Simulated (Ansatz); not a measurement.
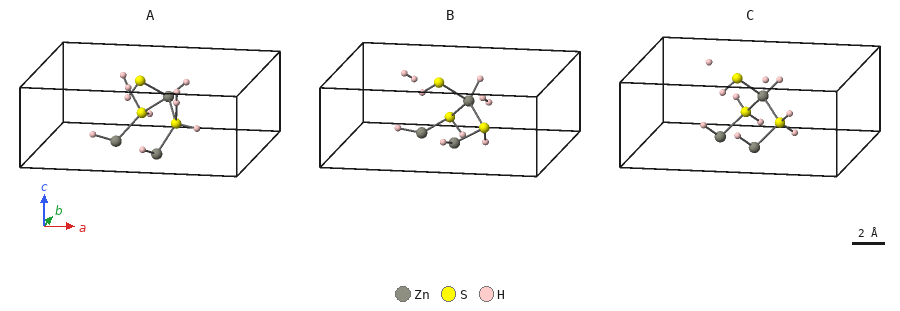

3 geometries from one relaxation of a wire of composition Zn3H10S3, in shuffled order. Style: ball-and-stick. Shown: the cell of the calculation, with the vacuum cut short (origin shifted), slightly off an axis.

Case: wire along [0 0 1], 6 atoms a period, capped with H.

These are results of DFT PBE, scalar-relativistic, plane waves, PAW in Ansatz 0.2.0, not measurements. Set-up: plane-wave cutoff 420 eV; k-point mesh 1 × 1 × 6; occupations gaussian; smearing width 0.05 eV; no spin polarisation; cell relaxed at fixed a, b, alpha, beta, gamma; force threshold 0.02 eV/Å; at most 45 steps.

Question: Order the frames from highest to lowest energy.

Answer: C, A, B. They are steps 0, 21, 44, at +4.937 eV per cell of the calculation, +1.644 eV per cell of the calculation relative to the last. The largest moves relative to the centre of the atoms, 1.89 Å, are those of H atoms. By element the largest moves are H 1.89 Å, Zn 0.47 Å, S 0.40 Å. Along the periodic axis the drawn cell goes c 5.443 → 5.099 Å (−6.3 %). Near-neighbour distances that change, for instance: H–H 3.087 → 0.752 Å, H–S 1.350 → 3.356 Å, H–Zn 1.550 → 3.176 Å, S–Zn 2.357 → 2.667 Å. New bonds form, among them: H–H (3.09 → 0.75 Å). Bonds break, among them: H–S (1.35 → 3.36 Å), H–Zn (1.55 → 3.17 Å), H–Zn (1.55 → 3.18 Å). Among the angles between lasting bonds that change: S–Zn–H 109.5° → 136.5°, S–Zn–H 109.5° → 90.1°, Zn–S–H 109.5° → 92.6°. Over 38 accepted moves (44 points after the start) the energy falls by 4.937 eV per cell of the calculation. The largest force component goes from 1.7 to 0.019 eV/Å. The line search rejected the trial steps at points 11, 18, 29, 36, 39 of the run. The SCF was repeated once at an unchanged geometry on a basis and grid sized afresh for the cell, which shifted the energy by 8.3 meV per cell of the calculation at most.
